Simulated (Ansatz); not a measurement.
## SnO2: one change and its effect

System: SnO2 (Fm-3m, 3 atoms in the cell).
Method of the first run: Kohn-Sham DFT of a periodic cell, PBE with D4, Ansatz PAW, no spin polarisation (Ansatz 0.2.0).

The structure derives from a Materials Project entry. Text and figures count atoms from 1; the logs count them from 0 in places.

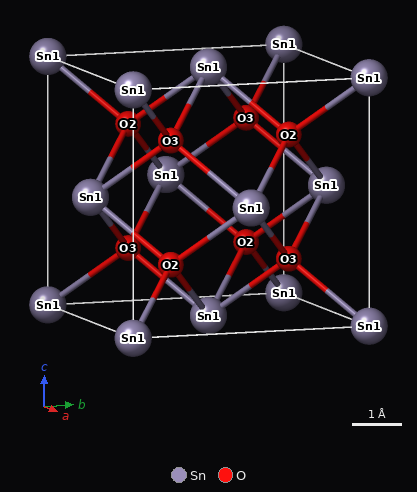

The structure as given in the input (ball-and-stick view of the cell 4 times as large as that of the calculation, set on its symmetry axes, seen slightly off an axis; atoms are numbered from 1 in the order of the input). An atom can appear more than once, as a periodic image. Near neighbours in the periodic cell (some may lie outside the picture): Sn has 8 O at 2.23 Å; O has 4 Sn at 2.23 Å.

**Input file, the first run**
```yaml
crystal:
  lattice:
    - [0.0, 2.57415, 2.57415]
    - [2.57415, 0.0, 2.57415]
    - [2.57415, 2.57415, 0.0]
  atoms:
    - { symbol: Sn, position: [0.0, 0.0, 0.0] }
    - { symbol: O, position: [0.75, 0.75, 0.75] }
    - { symbol: O, position: [0.25, 0.25, 0.25] }
hamiltonian:
  xc: pbe
  pseudopotentials: { kind: paw }
  dispersion: d4
kpoints:
  mp_grid: { grid: [9, 9, 9] }
scf:
  occupations: { method: fermi_dirac, width: 0.05 }
output:
  forces: true
  stress: true
  eigenvalues: true
relax:
  f_tol: 0.01
  max_steps: 40
  cell: { stress_tol: 0.05 }
```

Launched with:
```bash
ansatz run input.yaml --threads 2 --pin off --max-ram 5632MiB --backend cpu --events-out ev --progress --plain --runs-dir out
```

Hardware: 2 threads of Intel Xeon @ 2.50GHz (Skylake/Cascade Lake), 32 GiB of memory available, shared host.

**Output, shortened to warnings, some set-up lines, iterations and results (the first run)**
```
Basis set: ecut = 420 eV, 645 PW (Γ), exchange–correlation on 50×50×50 points (8 copies of the dense FFT grid, shifted against one another)
Symmetry: 48 space group operations
k-points: 35 of 729
Initial density: superposition of atomic densities (neutral atoms: chi_scale 0, normalization atom), corrected by the library's trained network
[...]
SCF iter   1: F=—  HF=-7159.059643 eV  |F-HF|=—  |Δ(HF+E_count)|=         —  Δρ=4.80e-3  dr2=7.51e-3  ethr=1.77e-3  ⟨swp⟩=5.3  Hψ=2868  notcnv=0
SCF iter   2: F=—  HF=-7159.058017 eV  |F-HF|=—  |Δ(HF+E_count)|=   1.63e-3  Δρ=2.81e-3  dr2=1.91e-3  ethr=2.89e-5  ⟨swp⟩=2.1  Hψ=1246  notcnv=0
SCF iter   3: F=—  HF=-7159.057664 eV  |F-HF|=—  |Δ(HF+E_count)|=   3.53e-4  Δρ=5.97e-4  dr2=7.04e-5  ethr=7.34e-6  ⟨swp⟩=2.0  Hψ=796  notcnv=0
SCF iter   4: F=—  HF=-7159.057927 eV  |F-HF|=—  |Δ(HF+E_count)|=   2.63e-4  Δρ=8.40e-5  dr2=1.67e-6  ethr=2.71e-7  ⟨swp⟩=2.3  Hψ=996  notcnv=0
SCF iter   5: F=-7159.057933 eV  HF=-7159.057933 eV  |F-HF|=4.66e-8  |Δ(HF+E_count)|=   6.25e-6  Δρ=7.35e-6  dr2=6.75e-9  ethr=6.41e-9  ⟨swp⟩=2.1  Hψ=986  notcnv=0
[... 30 lines ...]
SCF iter   2: F=—  HF=-7159.068152 eV  |F-HF|=—  |Δ(HF+E_count)|=   4.81e-6  Δρ=6.49e-6  dr2=5.17e-9  ethr=6.93e-11  ⟨swp⟩=2.0  Hψ=1052  notcnv=0
SCF iter   3: F=—  HF=-7159.068152 eV  |F-HF|=—  |Δ(HF+E_count)|=   3.34e-9  Δρ=3.53e-6  dr2=2.16e-9  ethr=1.99e-11  ⟨swp⟩=2.0  Hψ=838  notcnv=0
SCF iter   4: F=-7159.068152 eV  HF=-7159.068152 eV  |F-HF|=2.18e-11  |Δ(HF+E_count)|=  2.80e-10  Δρ=2.28e-7  dr2=7.24e-12  ethr=1.00e-12  ⟨swp⟩=5.3  Hψ=3130  notcnv=0
SCF 6 converged in 4 iterations: F = -7159.068152 eV  dr2 = 7.24e-12
relax step   6: F+E_penalty+E_count = -7159.06815170 eV  Δ(F+E_penalty+E_count) = +2.627e-4 eV  max|allowed force component| = 5.243e-17 eV/Å  Δτ_max = 0.0000 Å  P = -0.009 …
basis re-selected at this cell: Δ(F+E_penalty+E_count) = +2.627e-4 eV, ΔP = -0.005 GPa vs the last step (what re-selecting the basis moved, of the pressure what is left beyond the Pulay correction that the steps carried, after the strain that the cell walked since its last selection, with what the …
SCF converged after 4 iterations
Free energy (F): -7159.068152 eV
Harris-Foulkes:  -7159.068152 eV  (|F-HF|=2.18e-11)
Internal energy: -7159.067408 eV  (E = F + TS)
E sigma→0 (E₀):  -7159.067780 eV
Entropy (-TS):   -0.000743 eV (-0.248 meV/atom)
Fermi energy:    11.447230 eV
--- Per-component energies (eV) ---
  E_band       = -18.000951
  E_kinetic    = 541.331304
  E_local      = -1207.220139  (includes V_loc(G=0)·N_el)
  E_nonlocal   = 66.907114
  E_hartree    = 653.668008
  E_xc         = -527.548177
  E_vxc        = -282.155806  (∫ρ·V_xc dr)
  E_paw        = -4463.760961  (= ΣΔE_a)
  E_vpaw       = -444.204298  (= ΣTr[D̂ρ^β])
  E_aug_tail   = 0.004895  (compensation charges beyond the density's cutoff)
  E_ewald      = -2221.601721
  E_disp       = -0.847731  (pairwise vdW)
  E_smearing   = -0.000743  (= −TS)
  E_closure    = 0.000000  (closes the sum)
  Σ components = -7159.068152   (vs F -7159.068152, Δ=0.00e0)
--- Forces (eV/Å), atoms counted from 1 ---
  atom   1  Sn     0.00000000    -0.00000000     0.00000000
  atom   2  O     -0.00000000     0.00000000     0.00000000
  atom   3  O      0.00000000    -0.00000000    -0.00000000
  max |Σ_I F_I| component: 9.25e-18 eV/Å
--- Stress (GPa, compression-positive) ---
       -0.008553      -0.000000      -0.000000
       -0.000000      -0.008553      -0.000000
       -0.000000      -0.000000      -0.008553
  P = ⅓ Tr σ = -0.0086 GPa (-0.086 kbar)
--- Relaxed structure (4 steps of the walk, 4 accepted, 2 SCFs on fresh bases) ---
  F+E_penalty+E_count = -7159.06815170 eV   max|allowed force component| = 5.243e-17 eV/Å   (the final SCF, on the basis selected at the relaxed cell)
  cell:  # Å, volume = 33.3516 Å³
    - [1.5206558502677993e-34, 2.5548304397576946, 2.5548304397576946]
    - [2.5548304397576946, -1.2746397360240894e-33, 2.5548304397576946]
    - [2.5548304397576946, 2.5548304397576946, -2.5476860164477938e-34]
  atoms:
    - { symbol: Sn, position: [-1.2667159414930307e-34, 1.520777597808378e-34, 1.0017351949797562e-34] }
[...]
```

The input of the second run differs as follows (lines with − go, lines with + come):
```diff
-  xc: pbe
+  xc: pbesol
```

Predict how the results change.

The total energies belong to different methods, so their difference says nothing on which is more stable or more accurate. A gap of 0.30 eV opens on the mesh, where the first run has none. The volume per atom goes from 11.12 to 10.84 Å³. The functional changes from PBE to PBEsol. The SCF takes 29 iterations over all geometry steps against 28.

**Output, shortened to warnings, some set-up lines, iterations and results (the second run)**
```
Basis set: ecut = 420 eV, 645 PW (Γ), exchange–correlation on 50×50×50 points (8 copies of the dense FFT grid, shifted against one another)
Symmetry: 48 space group operations
k-points: 35 of 729
Initial density: superposition of atomic densities (neutral atoms: chi_scale 0, normalization atom), corrected by the library's trained network
[...]
SCF iter   1: F=—  HF=-7071.318439 eV  |F-HF|=—  |Δ(HF+E_count)|=         —  Δρ=1.24e-2  dr2=3.83e-2  ethr=1.77e-3  ⟨swp⟩=5.4  Hψ=2882  notcnv=0
SCF iter   2: F=—  HF=-7071.308194 eV  |F-HF|=—  |Δ(HF+E_count)|=   1.02e-2  Δρ=5.16e-3  dr2=7.11e-3  ethr=1.47e-4  ⟨swp⟩=2.1  Hψ=1280  notcnv=0
SCF iter   3: F=—  HF=-7071.306039 eV  |F-HF|=—  |Δ(HF+E_count)|=   2.16e-3  Δρ=9.69e-4  dr2=2.15e-4  ethr=2.74e-5  ⟨swp⟩=2.2  Hψ=989  notcnv=0
SCF iter   4: F=—  HF=-7071.306111 eV  |F-HF|=—  |Δ(HF+E_count)|=   7.19e-5  Δρ=3.11e-4  dr2=1.45e-5  ethr=8.26e-7  ⟨swp⟩=2.0  Hψ=1034  notcnv=0
SCF iter   5: F=—  HF=-7071.306145 eV  |F-HF|=—  |Δ(HF+E_count)|=   3.41e-5  Δρ=3.59e-5  dr2=3.94e-7  ethr=5.56e-8  ⟨swp⟩=2.3  Hψ=940  notcnv=0
[... 31 lines ...]
SCF iter   2: F=—  HF=-7071.354329 eV  |F-HF|=—  |Δ(HF+E_count)|=   9.95e-6  Δρ=8.24e-6  dr2=1.23e-8  ethr=1.74e-10  ⟨swp⟩=2.2  Hψ=947  notcnv=0
SCF iter   3: F=—  HF=-7071.354329 eV  |F-HF|=—  |Δ(HF+E_count)|=   5.15e-9  Δρ=6.38e-6  dr2=9.21e-9  ethr=4.75e-11  ⟨swp⟩=2.1  Hψ=863  notcnv=0
SCF iter   4: F=-7071.354329 eV  HF=-7071.354329 eV  |F-HF|=1.91e-11  |Δ(HF+E_count)|=   2.63e-9  Δρ=3.50e-7  dr2=2.01e-11  ethr=1.00e-12  ⟨swp⟩=5.4  Hψ=3187  notcnv=0
SCF 6 converged in 4 iterations: F = -7071.354329 eV  dr2 = 2.01e-11
relax step   6: F+E_penalty+E_count = -7071.35432892 eV  Δ(F+E_penalty+E_count) = +2.852e-4 eV  max|allowed force component| = 6.708e-17 eV/Å  Δτ_max = 0.0000 Å  P = -0.015 …
basis re-selected at this cell: Δ(F+E_penalty+E_count) = +2.852e-4 eV, ΔP = -0.010 GPa vs the last step (what re-selecting the basis moved, of the pressure what is left beyond the Pulay correction that the steps carried, after the strain that the cell walked since its last selection, with what the …
SCF converged after 4 iterations
Free energy (F): -7071.354329 eV
Harris-Foulkes:  -7071.354329 eV  (|F-HF|=1.91e-11)
Internal energy: -7071.353935 eV  (E = F + TS)
E sigma→0 (E₀):  -7071.354132 eV
Entropy (-TS):   -0.000394 eV (-0.131 meV/atom)
Fermi energy:    11.815352 eV
--- Per-component energies (eV) ---
  E_band       = -10.194888
  E_kinetic    = 541.805745
  E_local      = -1180.093043  (includes V_loc(G=0)·N_el)
  E_nonlocal   = 69.418352
  E_hartree    = 642.242678
  E_xc         = -522.754146
  E_vxc        = -282.146176  (∫ρ·V_xc dr)
  E_paw        = -4381.125225  (= ΣΔE_a)
  E_vpaw       = -443.670125  (= ΣTr[D̂ρ^β])
  E_aug_tail   = 0.004908  (compensation charges beyond the density's cutoff)
  E_ewald      = -2240.710278
  E_disp       = -0.498342  (pairwise vdW)
  E_core_change = 0.355416  (= ΣΔE_core)
  E_smearing   = -0.000394  (= −TS)
  E_closure    = 0.000000  (closes the sum)
  Σ components = -7071.354329   (vs F -7071.354329, Δ=0.00e0)
--- Forces (eV/Å), atoms counted from 1 ---
  atom   1  Sn     0.00000000    -0.00000000     0.00000000
  atom   2  O      0.00000000     0.00000000     0.00000000
  atom   3  O      0.00000000    -0.00000000    -0.00000000
  max |Σ_I F_I| component: 9.25e-18 eV/Å
--- Stress (GPa, compression-positive) ---
       -0.014525      -0.000000      -0.000000
       -0.000000      -0.014525      -0.000000
        0.000000      -0.000000      -0.014525
  P = ⅓ Tr σ = -0.0145 GPa (-0.145 kbar)
--- Relaxed structure (4 steps of the walk, 4 accepted, 2 SCFs on fresh bases) ---
  F+E_penalty+E_count = -7071.35432892 eV   max|allowed force component| = 6.708e-17 eV/Å   (the final SCF, on the basis selected at the relaxed cell)
  cell:  # Å, volume = 32.5056 Å³
    - [8.789516756744892e-34, 2.5330430968400117, 2.5330430968400117]
    - [2.5330430968400117, 8.407363854277723e-34, 2.5330430968400117]
    - [2.5330430968400117, 2.5330430968400117, -3.948913325494083e-34]
  atoms:
    - { symbol: Sn, position: [-7.045520532523887e-35, 5.33093923155564e-35, 3.345881291526101e-35] }
[...]
```

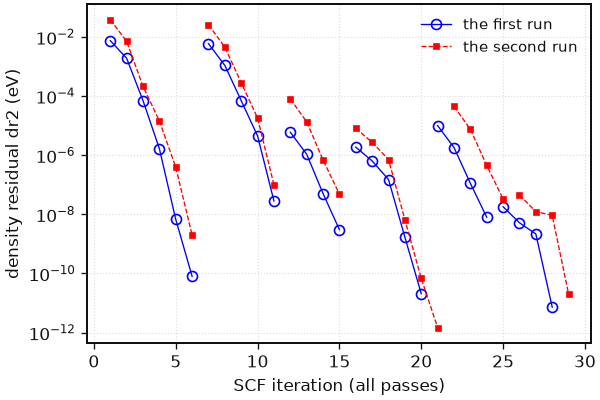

Convergence of the two runs: density residual dr2 against the SCF iteration. A break in a curve parts two SCF passes. The first run takes 28 iterations in all, and the second run takes 29.

**The two runs side by side**

```tsv
quantity	the first run	the second run
outcome	converged	converged
free energy per atom (eV)	−2386.3561	−2357.1181
gap on the mesh (eV)	0.00	0.30
pressure (GPa)	−0.01	−0.01
volume per atom (Å³)	11.12	10.84
largest force (eV/Å)	0.000	0.000
SCF iterations	28	29
irreducible k-points	35	35
```
